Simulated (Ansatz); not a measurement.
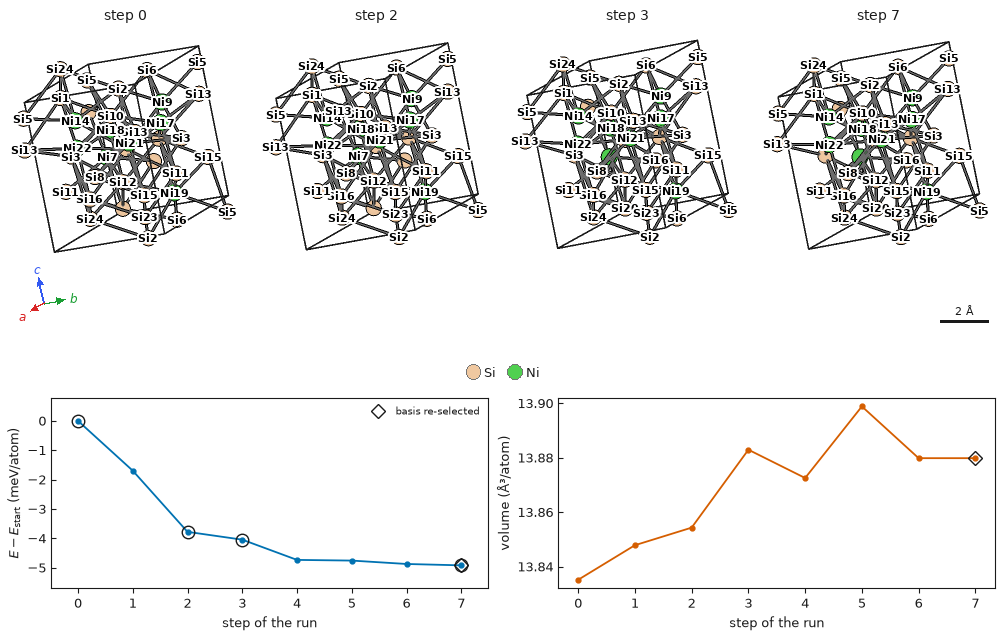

Frames of a relaxation of crystalline Si₂Ni (a generated structure, set up in P1) (coarse preliminary run), marked on the history of the run. Style: ball-and-stick. Shown: the cell of the calculation, reduced to other axes (origin shifted), slightly off an axis. Lengths and directions refer to the drawn axes.

Case: Ni and Si exchanged on 3 pairs of sites drawn at random in a supercell of the crystal, relaxed further on a centred mesh.

The calculation used DFT PBEsol, scalar-relativistic, plane waves, PAW in Ansatz 0.2.0.

Input file:
```yaml
crystal:
  lattice:
    - [5.6969402237, -0.5106815085, 5.5738249693]
    - [5.3342373181, 5.175575728, -0.1479786028]
    - [-0.1665144719, 5.1941115972, 5.2296579328]
  atoms:
    - { symbol: Si, position: [0.1736635122, 0.1054270712, 0.109979891] }
    - { symbol: Si, position: [0.1788932704, 0.5952773886, 0.1331788059] }
    - { symbol: Si, position: [0.5738701315, 0.1497518261, 0.1679002408] }
    - { symbol: Si, position: [0.5786963719, 0.6309346982, 0.1330041072] }
    - { symbol: Si, position: [0.1774291031, 0.1519224088, 0.6077400271] }
    - { symbol: Si, position: [0.1722508534, 0.5987373085, 0.5911173387] }
    - { symbol: Ni, position: [0.6937056585, 0.1156996509, 0.6068597351] }
    - { symbol: Si, position: [0.6335636935, 0.6325337356, 0.6183576609] }
    - { symbol: Ni, position: [0.3541083319, 0.3836364544, 0.3673707233] }
    - { symbol: Si, position: [0.3917921903, 0.8663630602, 0.3817880846] }
    - { symbol: Si, position: [0.8341966013, 0.3948083301, 0.380871363] }
    - { symbol: Si, position: [0.8379480158, 0.8864972604, 0.4024184042] }
    - { symbol: Si, position: [0.4244206491, 0.3375403591, 0.8325546956] }
    - { symbol: Ni, position: [0.299632887, 0.8879807207, 0.9048021162] }
    - { symbol: Si, position: [0.8490042153, 0.3866715063, 0.8641853219] }
    - { symbol: Si, position: [0.8210692414, 0.8840891015, 0.8849862809] }
    - { symbol: Ni, position: [0.5079250093, 0.509428758, 0.4878533215] }
    - { symbol: Ni, position: [0.505673738, 0.9870233158, 0.5217460797] }
    - { symbol: Ni, position: [0.9789118074, 0.5164411623, 0.4979110509] }
    - { symbol: Si, position: [0.0272256386, 0.0009123487, 0.5039764204] }
    - { symbol: Ni, position: [0.5136134939, 0.4964509659, 0.9697538782] }
    - { symbol: Ni, position: [0.4994510183, 0.9900745529, 0.0164790077] }
    - { symbol: Si, position: [0.0135467652, 0.4987386915, 0.9927307253] }
    - { symbol: Si, position: [0.9700451479, 0.9976811173, 0.0159184375] }
  symmetry: { detect: false }
basis:
  ecutwfc: 420
kpoints:
  mp_grid: { grid: [3, 4, 4] }
hamiltonian:
  xc: pbesol
scf:
  occupations: { method: gaussian, width: 0.1 }
  lower_state_search: "off"
output:
  forces: true
  stress: true
  eigenvalues: true
relax:
  adjacent_minimum: "off"
  f_tol: 0.04
  max_steps: 25
  cell: { stress_tol: 0.3 }
```

Run as
```bash
ansatz run input.yaml --threads 4 --pin off --max-ram 9216MiB --backend cpu --events-out ev --progress --plain --runs-dir out
```

What happens along the run?

Answer. The energy falls by 4.9 meV per atom in 6 accepted moves (7 points after the start). The largest force component goes from 0.16 to 0.027 eV/Å. Pressure: 0.28 GPa at the start and 0.04 GPa at the end. The SCF was repeated once at an unchanged geometry on a basis and grid sized afresh for the cell, which shifted the energy by less than 0.05 meV per atom at most. The atom that moves furthest relative to the cell is Si4 (0.24 Å along [0 −1 3]). By element the largest moves are Si 0.24 Å, Ni 0.07 Å. Cell: a 7.373 → 7.413 Å (+0.6 %), b 7.434 → 7.481 Å (+0.6 %), c 7.986 → 8.189 Å (+2.5 %), α 63.0° → 61.6°, β 64.3° → 62.6°, γ 62.6° → 60.9°. Volume +0.3 %. Some distances before and after: Si4–Ni14 2.808 → 2.555 Å, Si2–Si13 3.026 → 2.794 Å, Si4–Si11 2.760 → 2.978 Å, Ni7–Si13 2.513 → 2.676 Å. Among the angles between lasting bonds that change: Si10–Si4–Ni21 139.2° → 152.4°, Si1–Ni22–Si4 104.3° → 95.4°, Si4–Ni21–Si13 173.9° → 165.1°. The space group stays P1 (No. 1). The run took 6.4 min on 4 threads of Intel(R) Xeon(R) Platinum 8259CL CPU @ 2.50GHz (Skylake/Cascade Lake), on a shared host, peak memory 1.7 GiB. From step 0 to 2: Si13 moves most (0.08 Å), volume +0.1 %, energy −3.8 meV per atom. From step 2 to 3: Si4 moves most (0.20 Å), volume +0.2 %, energy −0.3 meV per atom. From step 3 to 7: Si13 moves most (0.08 Å), energy −0.9 meV per atom.

| step | E − E(0), meV/atom | largest force component, eV/Å | pressure, GPa | volume, Å³/atom | note |
| --- | --- | --- | --- | --- | --- |
| 0 | 0.00 | 0.1613 | 0.28 | 13.835 |  |
| 1 | -1.70 | 0.1336 | 0.12 | 13.848 |  |
| 2 | -3.78 | 0.1126 | 0.06 | 13.854 |  |
| 3 | -4.04 | 0.1402 | -0.18 | 13.883 |  |
| 4 | -4.73 | 0.0728 | 0.04 | 13.873 |  |
| 5 | -4.76 | 0.0379 | -0.05 | 13.899 |  |
| 6 | -4.87 | 0.0265 | 0.03 | 13.880 |  |
| 7 | -4.92 | 0.0266 | 0.04 | 13.880 | same geometry, new basis |

Limits of the set-up: an element that often carries a moment was run without spin polarisation.
